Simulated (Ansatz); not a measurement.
**Geometry relaxation of TiS$_{2}$ (part 2 of 2)**

TiS$_{2}$ (3 atoms in the cell); DFT PBE+D3(BJ), scalar-relativistic, plane waves, PAW, no spin polarisation (Ansatz 0.2.0); cutoff 420 eV, 15×15×8 k-mesh, Gaussian smearing of 0.1 eV. The structure derives from an entry of the Crystallography Open Database.

Geometry of the input (Å; fractional positions):
```
3.4120  0.0000  0.0000
-1.7060  2.9549  0.0000
0.0000  0.0000  5.6950
Ti 0.0000  0.0000  0.0000
S  0.3333  0.6667  0.2500
S  0.6667  0.3333  0.7500
```

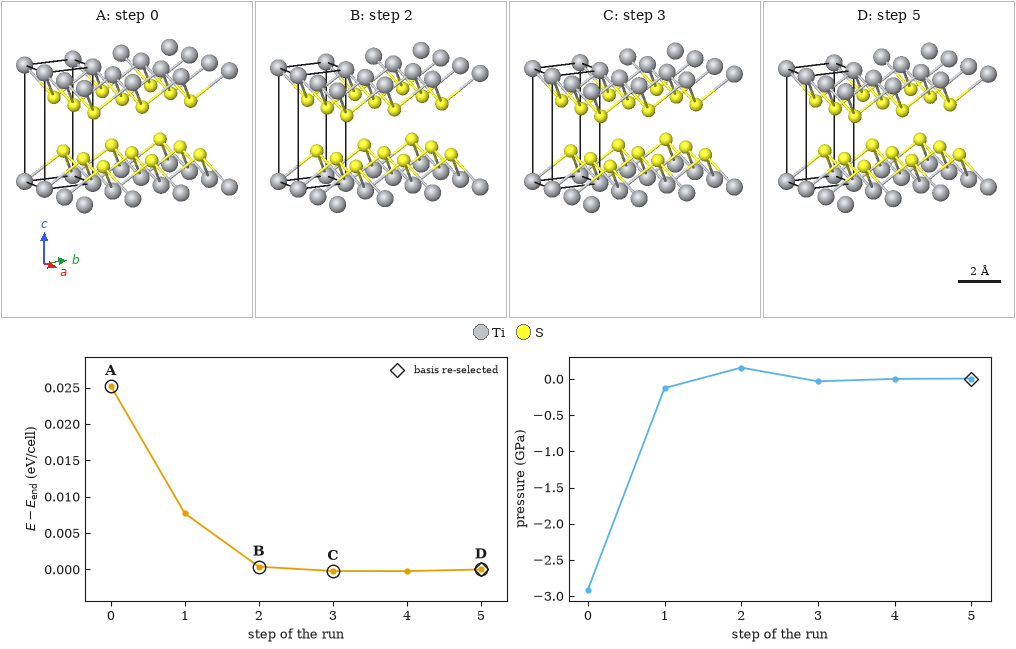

**Figure 1.** Frames of the relaxation (ball-and-stick view of the cell of the calculation, repeated 3 × 3 × 1, seen slightly off an axis) above the curves, on which the letters mark them (the first geometry is step 0 here and step 1 in the log).

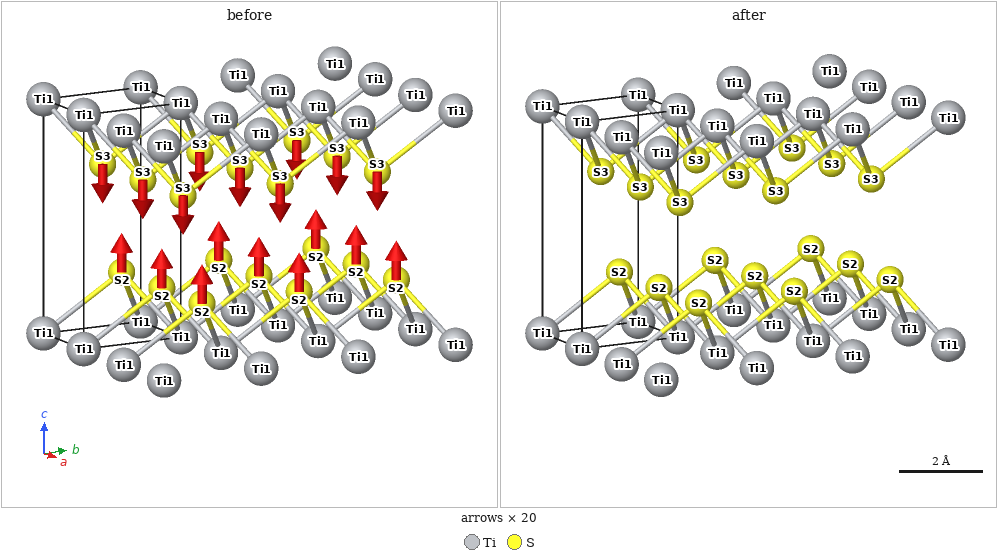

**Figure 2.** Before (left) and after (right) the relaxation, at one scale (ball-and-stick view of the cell of the calculation, repeated 3 × 3 × 1, seen slightly off an axis). The red arrows give the displacements (without the part carried along by the change of the cell), magnified 20 times. The energy falls by 25.4 meV per cell of the calculation in 4 geometry steps. Largest force component: 0.13 eV/Å at the start, 0.00018 eV/Å at the end. Pressure: −2.91 GPa at the start and 0.01 GPa at the end. The largest moves relative to the cell, 0.048 Å, are those of S2 and S3. Ti stays in place. Cell: a = b 3.412 → 3.361 Å (−1.5 %), c 5.695 → 5.520 Å (−3.1 %). Volume −6.0 %. Among the contacts that change: Ti1–S2 2.431 → 2.409 Å. The space group stays P-3m1 (No. 164). A last SCF at the same geometry on a re-selected plane-wave basis shifts the energy by +0.2 meV per cell of the calculation. (Atoms are counted from 1 in the order of the input.)

```
basis re-selected at this cell: Δ(F+E_penalty+E_count) = +2.268e-4 eV, ΔP = +0.005 GPa vs the last step (what re-selecting the basis moved, of the pressure what is left beyond the Pulay correction that the steps carried, after the strain that the cell walked since its last selection, with what the two solves' SCF thresholds leave and, on support functions, any second-order correction that the steps lacked; it is no measure of the basis error at this ecutwfc). This SCF's stress stands 6.79e-3 GPa from its target on what of the cell is left free (relax.cell.stress_tol is 5.00e-2 GPa) and its largest allowed force component is 1.77e-4 eV/Å (relax.f_tol is 5.00e-3 eV/Å): within both
SCF converged after 6 iterations
Free energy (F): -4308.843681 eV
Harris-Foulkes:  -4308.843681 eV  (|F-HF|=9.09e-13)
Internal energy: -4308.841625 eV  (E = F + TS)
E sigma→0 (E₀):  -4308.842653 eV
Entropy (-TS):   -0.002056 eV (-0.685 meV/atom)
Fermi energy:    8.665422 eV
--- Per-component energies (eV) ---
  E_band       = -194.836227
  E_kinetic    = 487.163360
  E_local      = -1473.208952  (includes V_loc(G=0)·N_el)
  E_nonlocal   = 62.930775
  E_hartree    = 602.947241
  E_xc         = -293.157954
  E_vxc        = -298.795742  (∫ρ·V_xc dr)
  E_paw        = -2247.008786  (= ΣΔE_a)
  E_vpaw       = -178.820287  (= ΣTr[D̂ρ^β])
  E_aug_tail   = 0.000138  (compensation charges beyond the density's cutoff)
  E_ewald      = -1447.277686
  E_disp       = -1.229761  (pairwise vdW)
  E_smearing   = -0.002056  (= −TS)
  E_closure    = 0.000000  (closes the sum)
  Σ components = -4308.843681   (vs F -4308.843681, Δ=0.00e0)
--- Forces (eV/Å), atoms counted from 1 ---
  atom   1  Ti     0.00000000     0.00000000     0.00000000
  atom   2  S     -0.00000000     0.00000000    -0.00017708
  atom   3  S      0.00000000    -0.00000000     0.00017708
  max |Σ_I F_I| component: 1.85e-17 eV/Å
--- Stress (GPa, compression-positive) ---
        0.005281       0.000000       0.000000
        0.000000       0.005281      -0.000000
        0.000000      -0.000000       0.006788
  P = ⅓ Tr σ = 0.0058 GPa (0.058 kbar)
--- Band table (eV; the first three rows and the last of 192) ---
  k-point 0: bands = ["-48.8470", "-25.0896", "-25.0380", "-25.0380", "-5.3686", "-3.4573", "2.9829", "5.8835", "5.8835", "8.8303", "8.8303", "8.8395", "9.2131", "9.2131", "9.5531", "12.1430"]
  k-point 1: bands = ["-48.8470", "-25.0896", "-25.0380", "-25.0380", "-5.3194", "-3.5541", "3.1634", "5.8927", "5.8927", "8.3492", "8.7896", "8.7896", "9.2100", "9.2100", "9.8190", "12.2061"]
  k-point 2: bands = ["-48.8470", "-25.0897", "-25.0380", "-25.0380", "-5.1778", "-3.8044", "3.6609", "5.9157", "5.9157", "7.4811", "8.6958", "8.6958", "9.2010", "9.2010", "10.0897", "12.3582"]
  k-point 191: bands = ["-48.8304", "-25.1433", "-25.1433", "-25.0548", "-3.2871", "-3.2871", "4.0548", "4.0548", "4.8063", "5.3848", "6.4395", "6.4395", "9.9728", "10.1711", "10.1711", "12.5487"]
--- Relaxed structure (5 steps of the walk, 5 accepted, 1 SCFs on fresh bases) ---
  F+E_penalty+E_count = -4308.84368141 eV   max|allowed force component| = 1.771e-4 eV/Å   (the final SCF, on the basis selected at the relaxed cell)
  cell:  # Å, volume = 53.9882 Å³
    - [3.3605463363524075, -5.223584354076287e-33, -1.7344815682198e-17]
    - [-1.6802731681762038, 2.9103184978759096, 8.67240784109901e-18]
    - [-2.8950388426238744e-17, 2.3502668326427172e-32, 5.520119857395401]
  atoms:
    - { symbol: Ti, position: [-1.2120438577615778e-34, 1.0155768796217895e-34, -1.015348829954233e-19] }
    - { symbol: S, position: [0.3333333333333333, 0.6666666666666666, 0.2586701181544777] }
    - { symbol: S, position: [0.6666666666666666, 0.3333333333333333, 0.7413298818455223] }
```

Trajectory as extended XYZ (Å, eV, eV/Å), 6 frames, from step=1 to step=6
```
3
Lattice="3.4120 0.0000 0.0000 -1.7060 2.9549 0.0000 0.0000 0.0000 5.6950" Properties=species:S:1:pos:R:3:forces:R:3 step=1 energy=-4308.81847 pressure_GPa=-2.91
Ti    0.0000    0.0000    0.0000    0.0000   0.0000   0.0000
S     0.0000    1.9699    1.4238    0.0000   0.0000  -0.1303
S     1.7060    0.9850    4.2713    0.0000   0.0000   0.1303
3
Lattice="3.3334 0.0000 0.0000 -1.6667 2.8868 0.0000 0.0000 0.0000 5.5197" Properties=species:S:1:pos:R:3:forces:R:3 step=2 energy=-4308.83597 pressure_GPa=-0.13
Ti    0.0000    0.0000    0.0000    0.0000   0.0000   0.0000
S     0.0000    1.9246    1.4552    0.0000   0.0000  -0.2375
S     1.6667    0.9623    4.0644    0.0000   0.0000   0.2375
3
Lattice="3.3573 0.0000 0.0000 -1.6786 2.9075 0.0000 0.0000 0.0000 5.5592" Properties=species:S:1:pos:R:3:forces:R:3 step=3 energy=-4308.84330 pressure_GPa=0.16
Ti    0.0000    0.0000    0.0000    0.0000   0.0000   0.0000
S     0.0000    1.9383    1.4276    0.0000   0.0000   0.0430
S     1.6786    0.9692    4.1316    0.0000   0.0000  -0.0430
3
Lattice="3.3604 0.0000 0.0000 -1.6802 2.9102 0.0000 0.0000 0.0000 5.5257" Properties=species:S:1:pos:R:3:forces:R:3 step=4 energy=-4308.84390 pressure_GPa=-0.03
Ti    0.0000    0.0000    0.0000    0.0000   0.0000   0.0000
S     0.0000    1.9401    1.4284    0.0000   0.0000  -0.0027
S     1.6802    0.9701    4.0973    0.0000   0.0000   0.0027
3
Lattice="3.3605 0.0000 0.0000 -1.6803 2.9103 0.0000 0.0000 0.0000 5.5201" Properties=species:S:1:pos:R:3:forces:R:3 step=5 energy=-4308.84391 pressure_GPa=0.00
Ti    0.0000    0.0000    0.0000    0.0000   0.0000   0.0000
S     0.0000    1.9402    1.4279    0.0000   0.0000  -0.0003
S     1.6803    0.9701    4.0922    0.0000   0.0000   0.0003
3
Lattice="3.3605 0.0000 0.0000 -1.6803 2.9103 0.0000 0.0000 0.0000 5.5201" Properties=species:S:1:pos:R:3:forces:R:3 step=6 energy=-4308.84368 pressure_GPa=0.01
Ti    0.0000    0.0000    0.0000    0.0000   0.0000   0.0000
S     0.0000    1.9402    1.4279    0.0000   0.0000  -0.0002
S     1.6803    0.9701    4.0922    0.0000   0.0000   0.0002
```

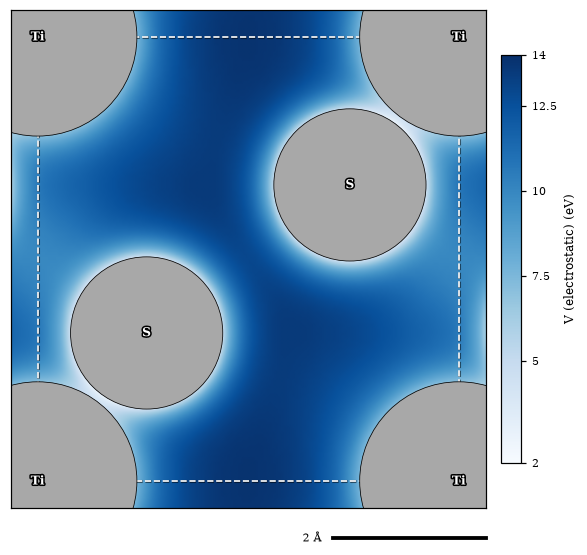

**Figure 3.** Electrostatic potential energy of an electron on the (110) plane of the conventional cell. Grey discs, where drawn, cover atomic cores. The plane passes through Ti and S nuclei. Outside the cores the potential energy rises away from the atoms and is highest about 2.3 Å from the nearest atoms; outside the discs it spans about 12 eV, and its zero is arbitrary. Core electrons are frozen (PAW), so the fields are smoothed inside the atomic spheres.

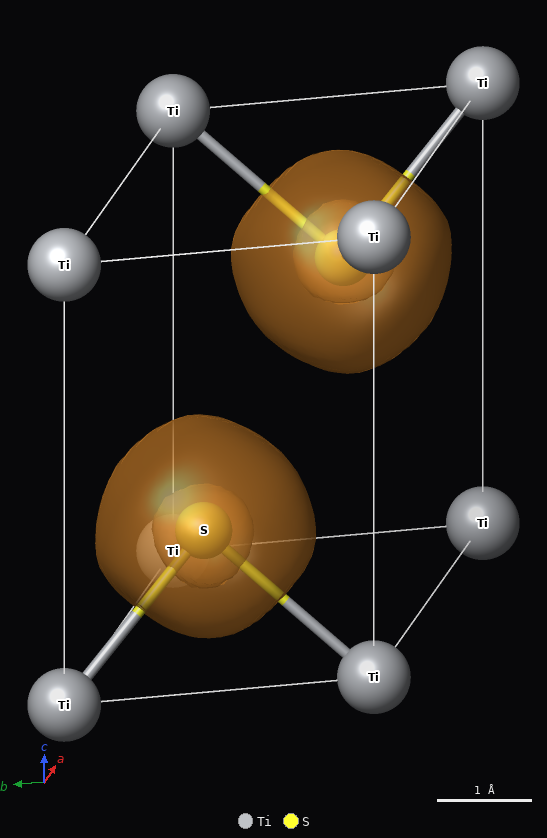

**Figure 4.** Isosurface of the electron localisation function at 0.7 (orange), seen at an oblique angle. Only the valence region is drawn (cores and ρ < 0.01 e/Å³ removed). Sticks mark near contacts. The outline is the cell set on symmetry axes. Values along the shortest contacts: Ti–S (2.41 Å): the ELF is about 0.50 at the midpoint.
